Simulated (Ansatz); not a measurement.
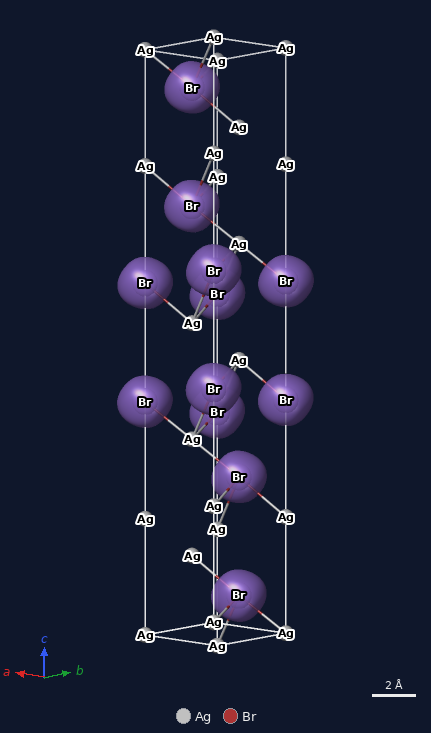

The picture shows: Ag$_{3}$Br$_{2}$. Isosurface of the ELF at 0.65 (purple), seen at an oblique angle. Only the valence region is drawn (cores and ρ < 0.01 e/Å³ removed). Sticks mark near contacts.

Space group R-3m; started from the tetradymite_166 prototype, which need not be the ambient phase; computed without spin polarisation.

The calculation used Ansatz 0.2.0, DFT PBE, scalar-relativistic, plane waves, PAW.

Question: Where are the electrons localised?

Answer: At this value the surface marks out six regions wrapped around Br (the valence shell of each), counted in one cell of 15 atoms. Any copies at cell faces, edges or corners count once. Profiles from the grid: Ag–Br (2.88 Å): the ELF is about 0.20 at the midpoint. Ag–Br (2.95 Å): the ELF is about 0.15 at the midpoint.

Question: Does the calculation give a band gap?

Answer: It is gapless in this calculation (a metal or semimetal).
